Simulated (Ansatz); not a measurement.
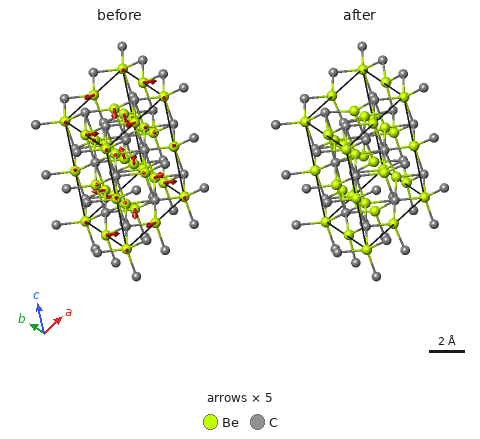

The structure of a defect cell of composition Be16C7 (cell charge +4) before (left) and after (right) a relaxation, at one scale. The red arrows give the displacements, magnified 5 times.

The picture is a ball-and-stick view of the cell of the calculation (origin shifted), seen from a free direction.

Case: C vacancy, atoms relaxed.

All numbers below come from Ansatz, DFT PBE, scalar-relativistic, plane waves, PAW. (plane-wave cutoff 420 eV; k-point mesh 4 × 4 × 4; occupations gaussian; smearing width 0.05 eV; no spin polarisation; atoms relaxed in a fixed cell; force threshold 0.02 eV/Å; at most 50 steps)

### What changed between the two?

The largest moves, 0.18 Å, are those of Be atoms. C stays in place. The cell stays as it was. Near-neighbour distances that change, for instance: Be–C 1.874 → 1.822 Å, Be–C 1.874 → 1.891 Å. Bond angles that change, for instance: C–Be–C 109.5° → 114.2°. The energy falls by 0.889 eV per cell of the calculation in 5 accepted moves (7 points after the start). The largest force component goes from 0.95 to 0.014 eV/Å. The line search rejected the trial step at point 3 of the run. 1 step only repeated the SCF at the same geometry.

Limits of the set-up: the periodic images lie only 6.1 Å apart, so the values are limited by the cell's size; the cell is charged, on a uniform background, and energies carry no finite-size correction.
